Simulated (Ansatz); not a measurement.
## What a change does: geometry relaxation on In15GaP16

System: In15GaP16 (defect cell, 32 atoms in the cell, total charge +1).
Method of the first run: DFT PBE, scalar-relativistic, plane waves, PAW, spin-polarised (Ansatz 0.2.0).

The structure derives from a Materials Project entry. Text and figures count atoms from 1; the logs count them from 0 in places.

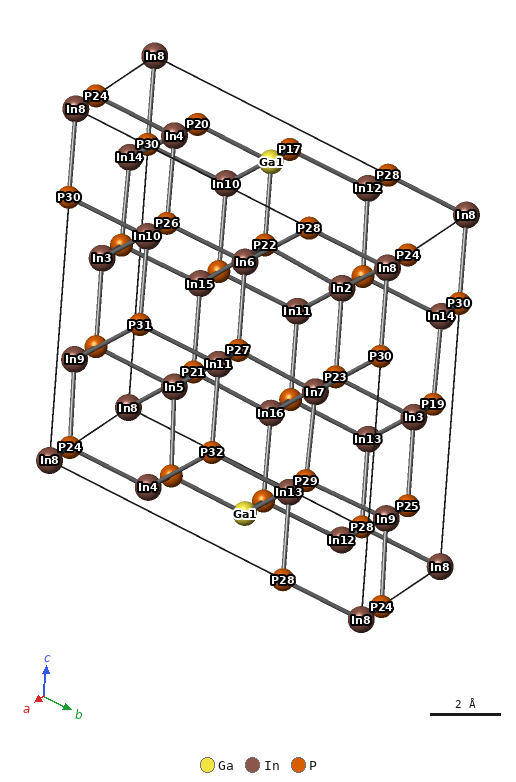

Fig. 1: The structure as given in the input (ball-and-stick view of the cell of the calculation, seen slightly off an axis; atoms are numbered from 1 in the order of the input).

**The input, the first run**
```yaml
crystal:
  lattice:
    - [-5.9597880289, 5.9597880289, 5.9597880289]
    - [5.9597880289, -5.9597880289, 5.9597880289]
    - [5.9597880289, 5.9597880289, -5.9597880289]
  atoms:
    - { symbol: Ga, position: [0.5, 0.5, 0.0], spin: 0.2 }
    - { symbol: In, position: [0.5, 0.7482702915, 0.7527700129] }
    - { symbol: In, position: [0.5, 0.0, 0.5] }
    - { symbol: In, position: [0.7482702915, 0.2527700129, 0.0] }
    - { symbol: In, position: [0.5, 0.2527700129, 0.2482702915] }
    - { symbol: In, position: [0.7482702915, 0.5, 0.7527700129] }
    - { symbol: In, position: [0.7472299871, 0.7472299871, 0.4955002787] }
    - { symbol: In, position: [0.0, 0.0, 0.0] }
    - { symbol: In, position: [0.7472299871, -0.0044997213, 0.2472299871] }
    - { symbol: In, position: [0.0044997213, 0.2517297085, 0.7517297085] }
    - { symbol: In, position: [0.0, 0.5, 0.5] }
    - { symbol: In, position: [0.2527700129, 0.7482702915, 0.0] }
    - { symbol: In, position: [-0.0044997213, 0.7472299871, 0.2472299871] }
    - { symbol: In, position: [0.2517297085, 0.0044997213, 0.7517297085] }
    - { symbol: In, position: [0.2517297085, 0.2517297085, 0.5044997213] }
    - { symbol: In, position: [0.2527700129, 0.5, 0.2482702915] }
    - { symbol: P, position: [0.2639595989, 0.5, 0.0], spin: 0.2 }
    - { symbol: P, position: [0.2507894775, 0.7524341817, 0.7507894775] }
    - { symbol: P, position: [0.2475658183, -0.0016447042, 0.4983552958] }
    - { symbol: P, position: [0.5, 0.2639595989, 0.0], spin: 0.2 }
    - { symbol: P, position: [0.2507894775, 0.2507894775, 0.2524341817] }
    - { symbol: P, position: [0.5, 0.5, 0.7639595989], spin: 0.2 }
    - { symbol: P, position: [0.5, 0.7492105225, 0.5016447042] }
    - { symbol: P, position: [0.7492105225, 0.0016447042, 0.0] }
    - { symbol: P, position: [0.5, 0.0016447042, 0.2492105225] }
    - { symbol: P, position: [0.7524341817, 0.2507894775, 0.7507894775] }
    - { symbol: P, position: [0.7492105225, 0.5, 0.5016447042] }
    - { symbol: P, position: [0.0016447042, 0.7492105225, 0.0] }
    - { symbol: P, position: [0.7360404011, 0.7360404011, 0.2360404011], spin: 0.2 }
    - { symbol: P, position: [-0.0016447042, -0.0016447042, 0.7475658183] }
    - { symbol: P, position: [-0.0016447042, 0.2475658183, 0.4983552958] }
    - { symbol: P, position: [0.0016447042, 0.5, 0.2492105225] }
  host:
    lattice:
      - [0.0, 2.9798940145, 2.9798940145]
      - [2.9798940145, 0.0, 2.9798940145]
      - [2.9798940145, 2.9798940145, 0.0]
    atoms:
      - { symbol: In, position: [0.0, 0.0, 0.0] }
      - { symbol: P, position: [0.25, 0.25, 0.25] }
total_charge: 1
basis:
  ecutwfc: 420
  xc_grid: 2
kpoints:
  mp_grid: { grid: [4, 4, 4], shift: [0.5, 0.5, 0.5] }
hamiltonian:
  xc: pbe
scf:
  occupations: { method: gaussian, width: 0.02 }
output:
  forces: true
  stress: false
  eigenvalues: true
  populations: true
  charged_corrections:
    defect_position: [0.5, 0.5, 0.0]
    epsilon: [[15.0794, 0.0, 0.0], [0.0, 15.0794, 0.0], [0.0, 0.0, 15.0794]]
  write_density: true
  write_potential: true
  elf: true
  volumetric_format: npy
magnetization:
  spin_polarized: true
relax:
  adjacent_minimum: "off"
  f_tol: 0.025
  max_steps: 45
```

Command:
```bash
ansatz run input.yaml --threads 4 --pin off --max-ram 8192MiB --backend cpu --events-out ev --progress --plain --runs-dir out
```

Hardware: 4 threads of Arm Neoverse V1, 24 GiB of memory available, shared host.

**Output, shortened to warnings, some set-up lines, iterations and results (the first run)**
```
WARN: the starting moments were not kept: the SCF closed with an absolute magnetisation of 9.7e-4 μB, where they sum to 1 μB in size (5 sites). That is at most 0.1 of that sum. Measured as dr2_m measures the in/out step, that magnetisation stands 1.0e-8 eV from none, at or under the dr2_threshold of 1.6e-5 eV: it is no larger than a step whose dr2_m would equal this threshold. The system may hold …
Basis set: ecut = 420 eV, 16487 PW (Γ), exchange–correlation on 144×144×144 points (8 copies of the dense FFT grid, shifted against one another)
Symmetry: 24 space group operations
k-points: 6 of 64 (time reversal used)
Initial density: superposition of atomic densities (chi_scale 0.1, normalization cell)
[...]
SCF iter   1: F=—  HF=-99860.565537 eV  |F-HF|=—  |Δ(HF+E_count)|=         —  Δρ=1.97e-2 (↑1.85e-2 ↓1.97e-2)  dr2=1.87e1  dr2_m=9.58e-2  M=0.117 μB ∫|m|=0.227 μB  β_m=0.30  …
SCF iter   2: F=—  HF=-99857.262618 eV  |F-HF|=—  |Δ(HF+E_count)|=    3.30e0  Δρ=1.36e-2 (↑1.28e-2 ↓1.36e-2)  dr2=7.59e0  dr2_m=4.87e-2  M=0.102 μB ∫|m|=0.189 μB  β_m=0.30  …
SCF iter   3: F=—  HF=-99855.546440 eV  |F-HF|=—  |Δ(HF+E_count)|=    1.72e0  Δρ=4.94e-3 (↑4.80e-3 ↓4.94e-3)  dr2=5.80e-1  dr2_m=2.48e-2  M=0.078 μB ∫|m|=0.151 μB  β_m=0.30  …
SCF iter   4: F=—  HF=-99855.548335 eV  |F-HF|=—  |Δ(HF+E_count)|=   1.89e-3  Δρ=1.93e-3 (↑1.93e-3 ↓1.64e-3)  dr2=4.84e-2  dr2_m=1.27e-2  M=0.063 μB ∫|m|=0.124 μB  β_m=0.30  …
SCF iter   5: F=—  HF=-99855.564683 eV  |F-HF|=—  |Δ(HF+E_count)|=   1.63e-2  Δρ=1.31e-3 (↑1.31e-3 ↓1.21e-3)  dr2=1.97e-2  dr2_m=6.55e-3  M=0.052 μB ∫|m|=0.103 μB  β_m=0.30  …
[... 12 lines ...]
SCF iter   4: F=—  HF=-99855.589161 eV  |F-HF|=—  |Δ(HF+E_count)|=   2.01e-4  Δρ=5.67e-6 (↑5.67e-6 ↓5.49e-6)  dr2=1.48e-6  dr2_m=6.83e-10  M=0.000 μB ∫|m|=0.000 μB  β_m=0.68  …
SCF iter   5: F=—  HF=-99855.589161 eV  |F-HF|=—  |Δ(HF+E_count)|=   2.04e-7  Δρ=2.18e-6 (↑2.18e-6 ↓2.17e-6)  dr2=1.84e-7  dr2_m=1.38e-10  M=0.000 μB ∫|m|=0.000 μB  β_m=0.67  …
SCF iter   6: F=-99855.589161 eV  HF=-99855.589161 eV  |F-HF|=3.45e-8  |Δ(HF+E_count)|=   7.26e-8  Δρ=1.10e-6 (↑1.10e-6 ↓1.09e-6)  dr2=4.47e-8  dr2_m=4.16e-11  M=0.000 μB …
SCF 2 converged in 6 iterations: F = -99855.589161 eV  dr2 = 4.47e-8
relax step   2: F+E_penalty+E_count = -99855.58916118 eV  Δ(F+E_penalty+E_count) = -8.868e-4 eV  max|allowed force component| = 1.877e-2 eV/Å  Δτ_max = 0.0040 Å  (6 SCF …
SCF converged after 6 iterations
Magnetization: 0.0000 μB (143.5000 up, 143.5000 down)
Absolute magnetization: 0.0001 μB (∫|ρ↑−ρ↓|, with the PAW one-centre terms)
Spin contamination: 0.0000 ħ² per cell (⟨S²⟩ above its minimum at these occupations)
Per-site moments (μB) at R_I (Å): [(-7.476461939986577e-8, 1.0047858164711128), (-1.0904169882332911e-7, 1.0662371893744529), (-1.3894015805961208e-7, 1.0690685175373513), (-1.0904169897388507e-7, 1.066237189374453), (-1.0904169897908154e-7, 1.0662371893744527), (-1.0904169897669471e-7, …
Free energy (F): -99855.589161 eV
Harris-Foulkes:  -99855.589161 eV  (|F-HF|=3.45e-8)
Internal energy: -99855.586733 eV  (E = F + TS)
E sigma→0 (E₀):  -99855.587947 eV
Entropy (-TS):   -0.002428 eV (-0.076 meV/atom)
Fermi energy:    5.953178 eV
--- Per-component energies (eV) ---
  E_band       = -1028.534889
  E_kinetic    = 4847.459518
  E_local      = -23817.226519  (includes V_loc(G=0)·N_el)
  E_nonlocal   = 6474.333317
  E_hartree    = 9527.896258
  E_xc         = -4256.773364
  E_vxc        = -2486.597923  (∫ρ·V_xc dr)
  E_paw        = -73434.296741  (= ΣΔE_a)
  E_vpaw       = -5102.291124  (= ΣTr[D̂ρ^β])
  E_aug_tail   = 0.000312  (compensation charges beyond the density's cutoff)
  E_ewald      = -19196.979515
  E_smearing   = -0.002428  (= −TS)
  E_closure    = 0.000000  (closes the sum)
  E_deformation_potential = 12.291457  (in the stress; not in F)
  Σ components = -99855.589161   (vs F -99855.589161, Δ=0.00e0)
--- Forces (eV/Å), atoms counted from 1 ---
[...]
```

The input of the second run differs as follows (lines with − go, lines with + come):
```diff
-total_charge: 1
+total_charge: -1
```

What does this change do to the results?

The total energies belong to different systems, so their difference says nothing on which is more stable or more accurate. A charged cell is computed with a uniform neutralising background, so its energy and pressure depend on the cell and aren't those of a real crystal. The number of SCF iterations is the same.

**Output, shortened to warnings, some set-up lines, iterations and results (the second run)**
```
WARN: the starting moments were not kept: the SCF closed with an absolute magnetisation of 6.2e-4 μB, where they sum to 1 μB in size (5 sites). That is at most 0.1 of that sum. Measured as dr2_m measures the in/out step, that magnetisation stands 7.0e-9 eV from none, at or under the dr2_threshold of 1.6e-5 eV: it is no larger than a step whose dr2_m would equal this threshold. The system may hold …
Basis set: ecut = 420 eV, 16487 PW (Γ), exchange–correlation on 144×144×144 points (8 copies of the dense FFT grid, shifted against one another)
Symmetry: 24 space group operations
k-points: 6 of 64 (time reversal used)
Initial density: superposition of atomic densities (chi_scale 0.1, normalization cell)
[...]
SCF iter   1: F=—  HF=-99848.953235 eV  |F-HF|=—  |Δ(HF+E_count)|=         —  Δρ=2.01e-2 (↑1.97e-2 ↓2.01e-2)  dr2=2.43e1  dr2_m=9.67e-2  M=0.095 μB ∫|m|=0.189 μB  β_m=0.30  …
SCF iter   2: F=—  HF=-99844.944298 eV  |F-HF|=—  |Δ(HF+E_count)|=    4.01e0  Δρ=1.48e-2 (↑1.43e-2 ↓1.48e-2)  dr2=1.20e1  dr2_m=4.89e-2  M=0.076 μB ∫|m|=0.151 μB  β_m=0.30  …
SCF iter   3: F=—  HF=-99841.932299 eV  |F-HF|=—  |Δ(HF+E_count)|=    3.01e0  Δρ=5.42e-3 (↑5.14e-3 ↓5.42e-3)  dr2=6.44e-1  dr2_m=2.48e-2  M=0.060 μB ∫|m|=0.121 μB  β_m=0.30  …
SCF iter   4: F=—  HF=-99841.809272 eV  |F-HF|=—  |Δ(HF+E_count)|=   1.23e-1  Δρ=2.24e-3 (↑2.24e-3 ↓1.90e-3)  dr2=1.11e-1  dr2_m=1.27e-2  M=0.047 μB ∫|m|=0.095 μB  β_m=0.30  …
SCF iter   5: F=—  HF=-99841.840360 eV  |F-HF|=—  |Δ(HF+E_count)|=   3.11e-2  Δρ=1.56e-3 (↑1.56e-3 ↓1.48e-3)  dr2=4.78e-2  dr2_m=6.52e-3  M=0.036 μB ∫|m|=0.075 μB  β_m=0.30  …
[... 12 lines ...]
SCF iter   4: F=—  HF=-99841.885124 eV  |F-HF|=—  |Δ(HF+E_count)|=   2.34e-4  Δρ=4.69e-6 (↑4.69e-6 ↓4.67e-6)  dr2=8.15e-7  dr2_m=1.77e-10  M=-0.000 μB ∫|m|=0.000 μB  β_m=0.66 …
SCF iter   5: F=—  HF=-99841.885124 eV  |F-HF|=—  |Δ(HF+E_count)|=   1.42e-7  Δρ=2.46e-6 (↑2.45e-6 ↓2.46e-6)  dr2=2.10e-7  dr2_m=3.57e-11  M=-0.000 μB ∫|m|=0.000 μB  β_m=0.71 …
SCF iter   6: F=-99841.885125 eV  HF=-99841.885125 eV  |F-HF|=2.42e-8  |Δ(HF+E_count)|=   1.47e-7  Δρ=8.12e-7 (↑8.08e-7 ↓8.12e-7)  dr2=3.46e-8  dr2_m=2.02e-12  M=-0.000 μB …
SCF 2 converged in 6 iterations: F = -99841.885125 eV  dr2 = 3.46e-8
relax step   2: F+E_penalty+E_count = -99841.88512465 eV  Δ(F+E_penalty+E_count) = -5.044e-4 eV  max|allowed force component| = 1.013e-2 eV/Å  Δτ_max = 0.0047 Å  (6 SCF …
SCF converged after 6 iterations
Magnetization: -0.0000 μB (144.5000 up, 144.5000 down)
Absolute magnetization: 0.0000 μB (∫|ρ↑−ρ↓|, with the PAW one-centre terms)
Spin contamination: 0.0000 ħ² per cell (⟨S²⟩ above its minimum at these occupations)
Per-site moments (μB) at R_I (Å): [(1.640880505899839e-7, 1.0049874786242745), (1.5618964188249e-8, 1.0655604755971402), (-2.5843906109356732e-9, 1.0701386749021402), (1.5618964107370658e-8, 1.0655604755971402), (1.5618964105074067e-8, 1.06556047559714), (1.561896417407165e-8, 1.0655604755971402), …
Free energy (F): -99841.885125 eV
Harris-Foulkes:  -99841.885125 eV  (|F-HF|=2.42e-8)
Internal energy: -99841.883123 eV  (E = F + TS)
E sigma→0 (E₀):  -99841.884124 eV
Entropy (-TS):   -0.002002 eV (-0.063 meV/atom)
Fermi energy:    7.866193 eV
--- Per-component energies (eV) ---
  E_band       = -1010.974387
  E_kinetic    = 4873.775697
  E_local      = -23824.532237  (includes V_loc(G=0)·N_el)
  E_nonlocal   = 6480.387728
  E_hartree    = 9535.580113
  E_xc         = -4278.091698
  E_vxc        = -2514.023259  (∫ρ·V_xc dr)
  E_paw        = -73432.491552  (= ΣΔE_a)
  E_vpaw       = -5097.741851  (= ΣTr[D̂ρ^β])
  E_aug_tail   = 0.000312  (compensation charges beyond the density's cutoff)
  E_ewald      = -19196.511486
  E_smearing   = -0.002002  (= −TS)
  E_closure    = -0.000000  (closes the sum)
  E_deformation_potential = -12.291457  (in the stress; not in F)
  Σ components = -99841.885125   (vs F -99841.885125, Δ=0.00e0)
--- Forces (eV/Å), atoms counted from 1 ---
[...]
```

**The two runs side by side**

```tsv
quantity	the first run	the second run
outcome	converged	converged
free energy per atom (eV)	−3120.4872	−3120.0589
gap on the mesh (eV)	0.00	0.00
net moment of the cell (μB)	0.00	0.00
absolute moment of the cell (μB)	0.00	0.00
largest force (eV/Å)	0.019	0.014
SCF iterations	18	18
irreducible k-points	6	6
wall time (shared host)	5.2 min	5.2 min
```

For both runs: Warnings: some starting moments were not kept.
